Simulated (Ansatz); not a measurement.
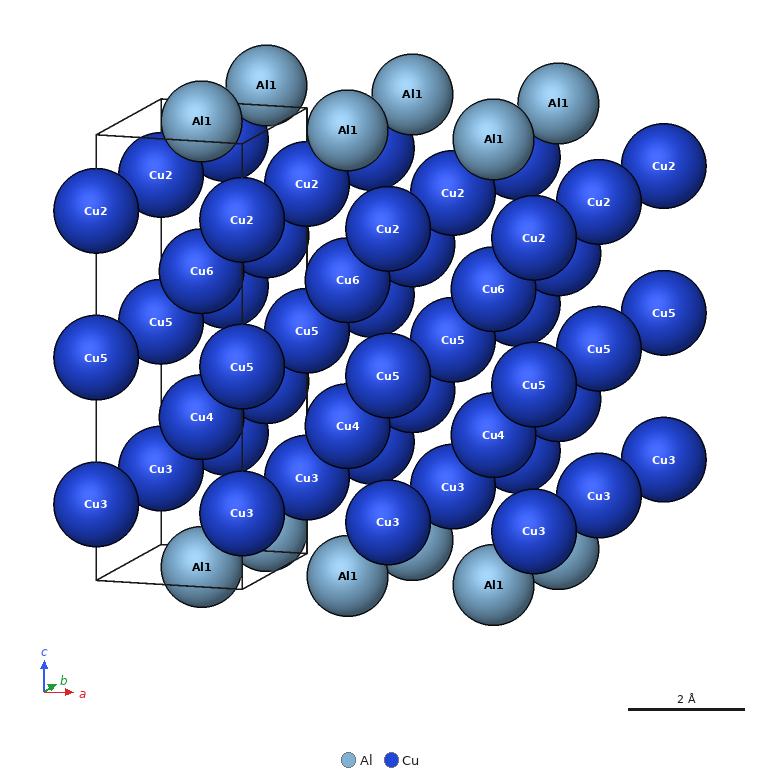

Fig. 1: The structure as given in the input (spheres-only view of the cell of the calculation, repeated 3 × 2 × 1, seen slightly off an axis; atoms are numbered from 1 in the order of the input). An atom can appear more than once, as a periodic image.

## Two runs on AlCu$_{5}$

System: AlCu$_{5}$ (6 atoms in the cell).
Method of run 1: DFT, PBE, plane waves, PAW, Ueff = 1 eV on Cu d, no spin polarisation (Ansatz 0.2.0).

The structure was made by a generator, so it may or may not be a known phase. Text and figures count atoms from 1; the logs count them from 0 in places.

### Input file, run 1
```yaml
crystal:
  lattice:
    - [2.6673153831, 0.0, 0.0]
    - [0.0, 3.5489596124, 0.0]
    - [0.0, 0.0, 7.8589648568]
  atoms:
    - { symbol: Al, position: [0.5, 0.5, 0.0] }
    - { symbol: Cu, position: [0.0, 0.0, 0.8295071757] }
    - { symbol: Cu, position: [0.0, 0.0, 0.1704928243] }
    - { symbol: Cu, position: [0.5, 0.5, 0.3362873296] }
    - { symbol: Cu, position: [0.0, 0.0, 0.5] }
    - { symbol: Cu, position: [0.5, 0.5, 0.6637126704] }
basis:
  ecutwfc: 420
kpoints:
  mp_grid: { grid: [14, 10, 6] }
hamiltonian:
  xc: pbe
  hubbard: { sites: [{ species: Cu, l: d, u_eff: 1.0 }], double_counting: fll }
scf:
  occupations: { method: gaussian, width: 0.1 }
  initial_density: { chi_scale: 0.0 }
output:
  forces: true
  eigenvalues: true
  stress: true
```

Launched with:
```bash
ansatz run input.yaml --threads 4 --pin off --max-ram 8192MiB --backend cpu --events-out ev --progress --plain --runs-dir out
```

Hardware: 4 threads of Intel Xeon (Granite Rapids), 64 GiB of memory available, shared host.

### Output, shortened to warnings, some set-up lines, iterations and results (run 1)
```
Basis set: ecut = 420 eV, 1453 PW (Γ), exchange–correlation on 36×48×108 points (8 copies of the dense FFT grid, shifted against one another)
Symmetry: 8 space group operations
k-points: 192 of 840
Initial density: superposition of atomic densities (chi_scale 0, normalization cell)
[...]
SCF iter   1: F=—  HF=-33668.684812 eV  |F-HF|=—  |Δ(HF+E_count)|=         —  Δρ=2.53e-1  dr2=3.35e1  ethr=3.10e-3  ⟨swp⟩=5.1  Hψ=37013  notcnv=0  defer=64
SCF iter   2: F=—  HF=-33666.679178 eV  |F-HF|=—  |Δ(HF+E_count)|=    2.01e0  Δρ=1.22e-1  dr2=4.18e0  ethr=3.10e-3  ⟨swp⟩=3.0  Hψ=29852  notcnv=0  defer=688
SCF iter   3: F=—  HF=-33663.773586 eV  |F-HF|=—  |Δ(HF+E_count)|=    2.91e0  Δρ=4.95e-2  dr2=1.84e0  ethr=3.10e-3  ⟨swp⟩=3.0  Hψ=24517  notcnv=0  defer=712
SCF iter   4: F=—  HF=-33663.352280 eV  |F-HF|=—  |Δ(HF+E_count)|=   4.21e-1  Δρ=1.27e-2  dr2=1.44e-1  ethr=1.88e-3  ⟨swp⟩=2.0  Hψ=14263  notcnv=0  defer=708
SCF iter   5: F=—  HF=-33663.450815 eV  |F-HF|=—  |Δ(HF+E_count)|=   9.85e-2  Δρ=2.75e-2  dr2=3.35e-1  ethr=1.47e-4  ⟨swp⟩=2.0  Hψ=20911  notcnv=0  defer=704
SCF iter   6: F=—  HF=-33663.387865 eV  |F-HF|=—  |Δ(HF+E_count)|=   6.29e-2  Δρ=4.96e-3  dr2=1.06e-2  ethr=1.47e-4  ⟨swp⟩=2.0  Hψ=19373  notcnv=0  defer=705
SCF iter   7: F=—  HF=-33663.385879 eV  |F-HF|=—  |Δ(HF+E_count)|=   1.99e-3  Δρ=1.57e-3  dr2=1.47e-3  ethr=1.08e-5  ⟨swp⟩=2.0  Hψ=15276  notcnv=0  defer=705
SCF iter   8: F=—  HF=-33663.385981 eV  |F-HF|=—  |Δ(HF+E_count)|=   1.03e-4  Δρ=1.99e-3  dr2=1.78e-3  ethr=1.50e-6  ⟨swp⟩=2.0  Hψ=19283  notcnv=0  defer=705
SCF iter   9: F=—  HF=-33663.385698 eV  |F-HF|=—  |Δ(HF+E_count)|=   2.84e-4  Δρ=9.19e-4  dr2=3.79e-4  ethr=1.50e-6  ⟨swp⟩=2.2  Hψ=13446  notcnv=0  defer=705
SCF iter  10: F=—  HF=-33663.385623 eV  |F-HF|=—  |Δ(HF+E_count)|=   7.51e-5  Δρ=1.72e-4  dr2=1.49e-5  ethr=3.86e-7  ⟨swp⟩=2.0  Hψ=14811  notcnv=0  defer=705
SCF iter  11: F=—  HF=-33663.385620 eV  |F-HF|=—  |Δ(HF+E_count)|=   2.51e-6  Δρ=1.89e-5  dr2=4.50e-7  ethr=1.52e-8  ⟨swp⟩=2.0  Hψ=15289  notcnv=0  defer=705
SCF iter  12: F=-33663.385620 eV  HF=-33663.385620 eV  |F-HF|=3.61e-8  |Δ(HF+E_count)|=   3.89e-8  Δρ=6.05e-6  dr2=4.07e-8  ethr=1.02e-10  ⟨swp⟩=9.4  Hψ=51275  notcnv=0
SCF 1 converged in 12 iterations: F = -33663.385620 eV  dr2 = 4.07e-8
SCF converged after 12 iterations
Free energy (F): -33663.385620 eV
Harris-Foulkes:  -33663.385620 eV  (|F-HF|=3.61e-8)
Internal energy: -33663.377760 eV  (E = F + TS)
E sigma→0 (E₀):  -33663.381690 eV
Entropy (-TS):   -0.007860 eV (-1.310 meV/atom)
Fermi energy:    15.146122 eV
--- Per-component energies (eV) ---
  E_band       = -1947.355311
  E_kinetic    = 1524.484439
  E_local      = -24095.864957  (includes V_loc(G=0)·N_el)
  E_nonlocal   = 1963.856951
  E_hartree    = 10781.111497
  E_xc         = -487.838186
  E_vxc        = -607.239393  (∫ρ·V_xc dr)
  E_hubbard    = 0.509082  (on-site DFT+U / exact-exchange correction)
  E_vhub       = -23.460623  (the Hubbard potential's part of the band-sum identity)
  E_paw        = -8786.287369  (= ΣΔE_a)
  E_vpaw       = -2271.349579  (= ΣTr[D̂ρ^β])
  E_aug_tail   = 0.001283  (compensation charges beyond the density's cutoff)
  E_ewald      = -14563.350501
  E_smearing   = -0.007860  (= −TS)
  E_closure    = -0.000000  (closes the sum)
  Σ components = -33663.385620   (vs F -33663.385620, Δ=0.00e0)
--- Forces (eV/Å), atoms counted from 1 ---
  atom   1  Al     0.00000000     0.00000000     0.00000000
  atom   2  Cu     0.00000000     0.00000000    -0.00641944
  atom   3  Cu     0.00000000     0.00000000     0.00641944
  atom   4  Cu     0.00000000     0.00000000     0.00425671
  atom   5  Cu     0.00000000     0.00000000     0.00000000
  atom   6  Cu     0.00000000     0.00000000    -0.00425671
  max |Σ_I F_I| component: 0.00e0 eV/Å
--- Stress (GPa, compression-positive) ---
        0.256672       0.000000       0.000000
        0.000000       0.412333       0.000000
        0.000000       0.000000       0.429235
  P = ⅓ Tr σ = 0.3661 GPa (3.661 kbar)
Occupation matrices written to [file]
```

For run 2 the input was changed thus:
```diff
-    - [2.6673153831, 0.0, 0.0]
-    - [0.0, 3.5489596124, 0.0]
-    - [0.0, 0.0, 7.8589648568]
+    - [2.7540070757, 0.0, 0.0]
+    - [0.0, 3.6650174941, 0.0]
+    - [0.0, 0.0, 8.1076007628]
-    - { symbol: Cu, position: [0.0, 0.0, 0.8295071757] }
-    - { symbol: Cu, position: [0.0, 0.0, 0.1704928243] }
-    - { symbol: Cu, position: [0.5, 0.5, 0.3362873296] }
+    - { symbol: Cu, position: [0.0, 0.0, 0.8292291202] }
+    - { symbol: Cu, position: [0.0, 0.0, 0.1707708798] }
+    - { symbol: Cu, position: [0.5, 0.5, 0.3364912011] }
-    - { symbol: Cu, position: [0.5, 0.5, 0.6637126704] }
+    - { symbol: Cu, position: [0.5, 0.5, 0.6635087989] }
+  symmetry: { detect: false }
-  hubbard: { sites: [{ species: Cu, l: d, u_eff: 1.0 }], double_counting: fll }
-  initial_density: { chi_scale: 0.0 }
+  initial_density: { chi_scale: 0.3 }
```

Predict how the results change.

The total energies belong to different models, so their difference says nothing on which is more stable or more accurate. The pressure goes from 0.37 to −10.07 GPa. The volume per atom goes from 12.40 to 13.64 Å³. The SCF takes 13 iterations against 12. The irreducible k-points go from 192 to 424. The plane waves at Γ go from 1453 to 1611. On the same kind of shared host run 2 took about 3.2 times as long.

### Output, shortened to warnings, some set-up lines, iterations and results (run 2)
```
Basis set: ecut = 420 eV, 1611 PW (Γ), exchange–correlation on 40×50×120 points (8 copies of the dense FFT grid, shifted against one another)
Symmetry: 1 space group operations
k-points: 424 of 840 (time reversal used)
Initial density: superposition of atomic densities (chi_scale 0.3, normalization cell, long waves kept (reshape's long-wave potential 0.38 eV rms))
[...]
SCF iter   1: F=—  HF=-33672.032929 eV  |F-HF|=—  |Δ(HF+E_count)|=         —  Δρ=3.10e-1  dr2=8.63e1  ethr=3.10e-3  ⟨swp⟩=5.6  Hψ=85450  notcnv=0  defer=141
SCF iter   2: F=—  HF=-33665.893019 eV  |F-HF|=—  |Δ(HF+E_count)|=    6.14e0  Δρ=1.10e-1  dr2=2.05e1  ethr=3.10e-3  ⟨swp⟩=2.5  Hψ=50853  notcnv=0  defer=1292
SCF iter   3: F=—  HF=-33664.320665 eV  |F-HF|=—  |Δ(HF+E_count)|=    1.57e0  Δρ=5.59e-2  dr2=5.99e0  ethr=3.10e-3  ⟨swp⟩=2.1  Hψ=31523  notcnv=0  defer=1440
SCF iter   4: F=—  HF=-33663.789821 eV  |F-HF|=—  |Δ(HF+E_count)|=   5.31e-1  Δρ=2.37e-2  dr2=1.63e0  ethr=3.10e-3  ⟨swp⟩=2.1  Hψ=34898  notcnv=0  defer=1436
SCF iter   5: F=—  HF=-33663.714375 eV  |F-HF|=—  |Δ(HF+E_count)|=   7.54e-2  Δρ=7.67e-3  dr2=3.11e-1  ethr=1.67e-3  ⟨swp⟩=2.0  Hψ=31362  notcnv=0  defer=1525
SCF iter   6: F=—  HF=-33663.657863 eV  |F-HF|=—  |Δ(HF+E_count)|=   5.65e-2  Δρ=4.38e-3  dr2=1.72e-2  ethr=3.17e-4  ⟨swp⟩=2.1  Hψ=36259  notcnv=0  defer=1526
SCF iter   7: F=—  HF=-33663.663126 eV  |F-HF|=—  |Δ(HF+E_count)|=   5.26e-3  Δρ=4.91e-3  dr2=2.05e-2  ethr=1.76e-5  ⟨swp⟩=2.0  Hψ=48185  notcnv=0  defer=1491
SCF iter   8: F=—  HF=-33663.659896 eV  |F-HF|=—  |Δ(HF+E_count)|=   3.23e-3  Δρ=1.32e-3  dr2=3.19e-3  ethr=1.76e-5  ⟨swp⟩=2.0  Hψ=32522  notcnv=0  defer=1467
SCF iter   9: F=—  HF=-33663.659529 eV  |F-HF|=—  |Δ(HF+E_count)|=   3.67e-4  Δρ=3.61e-4  dr2=1.24e-4  ethr=3.25e-6  ⟨swp⟩=1.3  Hψ=24664  notcnv=0  defer=1461
SCF iter  10: F=—  HF=-33663.659544 eV  |F-HF|=—  |Δ(HF+E_count)|=   1.45e-5  Δρ=2.07e-4  dr2=6.25e-5  ethr=1.26e-7  ⟨swp⟩=2.4  Hψ=37403  notcnv=0  defer=1461
SCF iter  11: F=—  HF=-33663.659547 eV  |F-HF|=—  |Δ(HF+E_count)|=   3.84e-6  Δρ=3.16e-5  dr2=1.16e-6  ethr=6.38e-8  ⟨swp⟩=1.5  Hψ=24860  notcnv=0  defer=1461
SCF iter  12: F=—  HF=-33663.659548 eV  |F-HF|=—  |Δ(HF+E_count)|=   1.55e-7  Δρ=9.96e-6  dr2=9.37e-8  ethr=1.02e-10  ⟨swp⟩=8.9  Hψ=124389  notcnv=0
SCF iter  13: F=-33663.659547 eV  HF=-33663.659548 eV  |F-HF|=3.31e-8  |Δ(HF+E_count)|=   2.13e-8  Δρ=5.14e-6  dr2=1.74e-8  ethr=9.57e-11  ⟨swp⟩=4.0  Hψ=86415  notcnv=0
SCF 1 converged in 13 iterations: F = -33663.659547 eV  dr2 = 1.74e-8
SCF converged after 13 iterations
Free energy (F): -33663.659547 eV
Harris-Foulkes:  -33663.659548 eV  (|F-HF|=3.31e-8)
Internal energy: -33663.650772 eV  (E = F + TS)
E sigma→0 (E₀):  -33663.655160 eV
Entropy (-TS):   -0.008776 eV (-1.463 meV/atom)
Fermi energy:    13.450691 eV
--- Per-component energies (eV) ---
  E_band       = -2082.367652
  E_kinetic    = 1516.135413
  E_local      = -24859.375133  (includes V_loc(G=0)·N_el)
  E_nonlocal   = 1963.764357
  E_hartree    = 11085.953529
  E_xc         = -483.421122
  E_vxc        = -601.242355  (∫ρ·V_xc dr)
  E_paw        = -8787.262260  (= ΣΔE_a)
  E_vpaw       = -2273.540171  (= ΣTr[D̂ρ^β])
  E_aug_tail   = 0.001402  (compensation charges beyond the density's cutoff)
  E_ewald      = -14099.446958
  E_smearing   = -0.008776  (= −TS)
  E_closure    = 0.000000  (closes the sum)
  Σ components = -33663.659547   (vs F -33663.659547, Δ=0.00e0)
--- Forces (eV/Å), atoms counted from 1 ---
  atom   1  Al     0.00000000    -0.00000000     0.00000019
  atom   2  Cu     0.00000000    -0.00000000    -0.00755592
  atom   3  Cu    -0.00000000    -0.00000000     0.00755558
  atom   4  Cu     0.00000000    -0.00000000     0.00582101
  atom   5  Cu    -0.00000000    -0.00000000    -0.00000025
  atom   6  Cu    -0.00000000    -0.00000000    -0.00582128
  max |Σ_I F_I| component: 6.69e-7 eV/Å
--- Stress (GPa, compression-positive) ---
      -10.052470       0.000000       0.000000
        0.000000     -10.042538       0.000000
        0.000000       0.000000     -10.127462
  P = ⅓ Tr σ = -10.0742 GPa (-100.742 kbar)
```

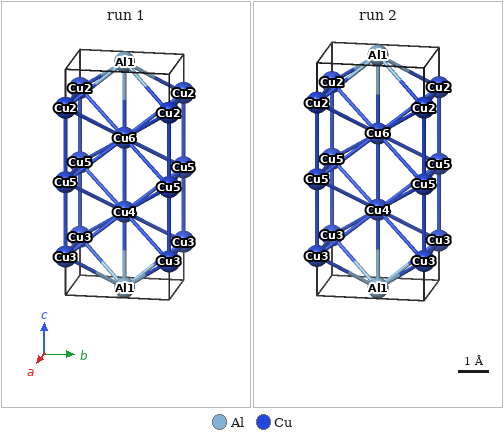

Fig. 2: The two input geometries at one scale (ball-and-stick view of the cell of the calculation, seen slightly off an axis). The atoms keep their places relative to the cell (all moves are under 0.005 Å). Cell: a 2.667 → 2.754 Å (+3.3 %), b 3.549 → 3.665 Å (+3.3 %), c 7.859 → 8.108 Å (+3.2 %). Volume +10.0 %. Among the contacts that change: Cu2–Cu3 2.680 → 2.769 Å, Cu2–Cu2 2.667 → 2.754 Å, Al1–Al1 2.667 → 2.754 Å, Al1–Cu4 2.643 → 2.728 Å.

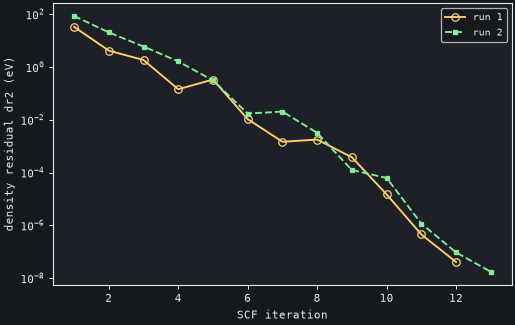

Fig. 3: Convergence of the two runs: density residual dr2 against the SCF iteration. Run 1 takes 12 iterations in all, and run 2 takes 13.

### The two runs side by side

| quantity | run 1 | run 2 |
| --- | --- | --- |
| outcome | converged | converged |
| free energy per atom (eV) | −5610.5643 | −5610.6099 |
| energy per atom, smearing taken to zero (eV) | −5610.5636 | −5610.6092 |
| gap on the mesh (eV) | 0.00 | 0.00 |
| pressure (GPa) | 0.37 | −10.07 |
| volume per atom (Å³) | 12.40 | 13.64 |
| largest force (eV/Å) | 0.006 | 0.008 |
| SCF iterations | 12 | 13 |
| irreducible k-points | 192 | 424 |
| plane waves at Γ | 1453 | 1611 |
| wall time (shared host) | 10 s | 32 s |

For run 2: The cell is under a tension of 10.1 GPa at this level, so it is not at its equilibrium volume.
